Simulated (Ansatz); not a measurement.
# Calculations on Te$_{33}$Pb$_{31}$

## 1. Relaxation

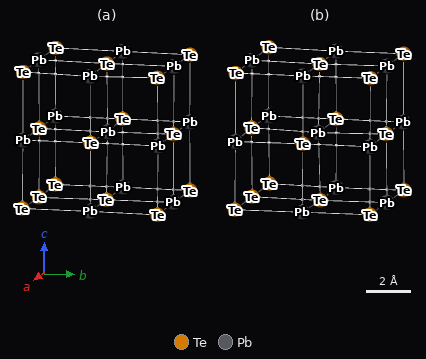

The structure of a defect cell of composition Te₃₃Pb₃₁ (cell charge −2) before (left) and after (right) a relaxation, at one scale.

The picture is a ball-and-stick view of the atoms within 5.8 Å of the atom that moves most (axes of the cell of the calculation), seen from a free direction.

The atoms of the start lie slightly off their symmetric places, so part of the fall in energy undoes that.

Computed with DFT, PBEsol, PAW, plane waves (Ansatz 0.2.0). Set-up: plane-wave cutoff 420 eV; k-point mesh 1 × 1 × 1; mesh shifted by (0.25, 0.25, 0.25); collinear spin; atoms relaxed in a fixed cell; force threshold 0.03 eV/Å; at most 80 steps.

### Summarise the run.

A Pb atom moves most: 0.13 Å along [−1 −3 −1]. By element the largest moves are Pb 0.13 Å, Te 0.11 Å. The cell stays as it was. Near-neighbour distances that change, for instance: Pb–Te 3.148 → 3.249 Å, Te–Te 3.170 → 3.251 Å, Pb–Te 3.141 → 3.207 Å, Pb–Te 3.254 → 3.196 Å. Among the angles between lasting bonds that change: Te–Pb–Te 89.4° → 93.4°, Te–Pb–Te 90.0° → 87.5°, Te–Pb–Te 89.2° → 91.2°. Over 3 geometry steps the energy falls by 0.197 eV per cell of the calculation. Largest force component: 0.24 eV/Å at the start, 0.018 eV/Å at the end.

Limits of the set-up: the cell is charged, on a uniform background, and energies carry no finite-size correction.

## 2. Relaxation

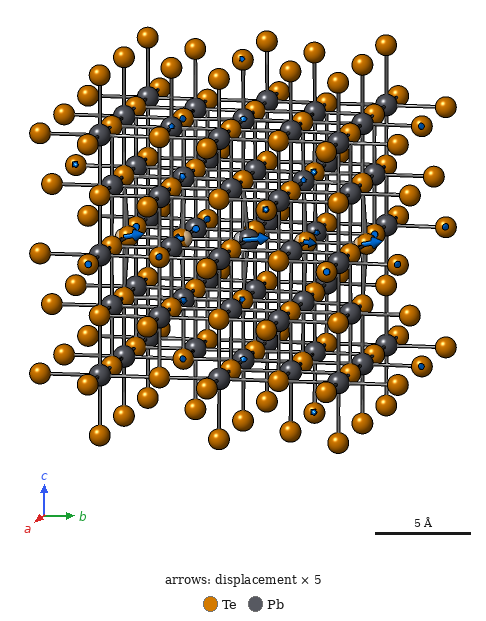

A relaxation of a defect cell of composition Te33Pb31. The starting structure is drawn faded, the final one solid; blue arrows show the displacements, 5 times their true length.

Style: ball-and-stick. Shown: the cell of the calculation (origin shifted), slightly off an axis.

The atoms of the start lie slightly off their symmetric places, so part of the fall in energy undoes that.

Computed with Ansatz, DFT, PBEsol, PAW, plane waves. (plane-wave cutoff 420 eV; k-point mesh 1 × 1 × 1; mesh shifted by (0.25, 0.25, 0.25); collinear spin; atoms relaxed in a fixed cell; force threshold 0.03 eV/Å; at most 80 steps)

### What happened in the run?

A Pb atom moves most: 0.32 Å roughly along +b. By element the largest moves are Pb 0.32 Å, Te 0.25 Å. The lattice vectors keep their values. Near-neighbour distances that change, for instance: Pb–Te 3.198 → 3.654 Å, Te–Te 3.227 → 2.846 Å, Pb–Te 3.274 → 3.113 Å, Te–Te 3.170 → 3.292 Å. Bond angles that change, for instance: Te–Pb–Te 179.1° → 169.1°, Pb–Te–Pb 87.8° → 96.4°, Te–Pb–Te 89.0° → 96.1°. Over 11 geometry steps the energy falls by 0.219 eV per cell of the calculation. Largest force component: 0.2 eV/Å at the start, 0.011 eV/Å at the end.

## 3. Defect

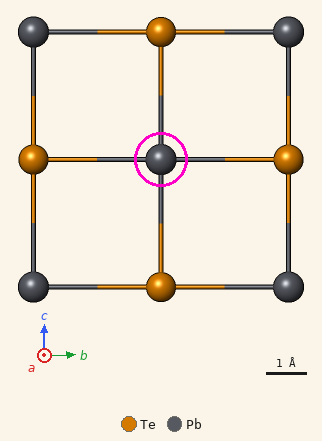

Perfect TePb. The picture is a ball-and-stick view of the atoms within 6.0 Å of one point, in a slice 3.4 Å thick across the line of sight, seen along the a axis.

All numbers below come from DFT, PBEsol, PAW, plane waves in Ansatz 0.2.0. Set-up: plane-wave cutoff 420 eV; k-point mesh 1 × 1 × 1; mesh shifted by (0.25, 0.25, 0.25); collinear spin. Fermi-Dirac smearing of 0.01 eV. A uniform background neutralises the charged cell. The axes drawn are those of the host's conventional cell.

A lead atom is replaced by tellurium at the ringed place, in charge state −2. The supercell has 64 sites, and the atoms are relaxed at the host's cell.

### How do the neighbours respond?

In the host the Pb atom has 6 Te at 3.22 Å; the Te atom ends with 6 Te at 3.25 Å. Of the host's atoms, a lead atom moves furthest from its site, by 0.11 Å. The cell's net moment is 2.00 μB.

The relaxed defect, seen from the same direction:

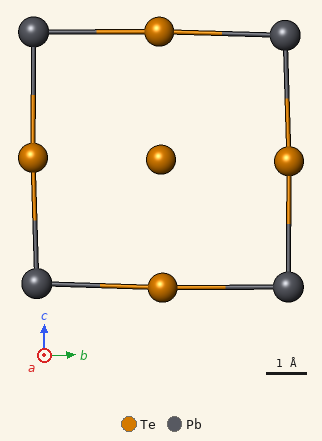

Limits of the set-up: the cell is charged, on a uniform background, and energies carry no finite-size correction.
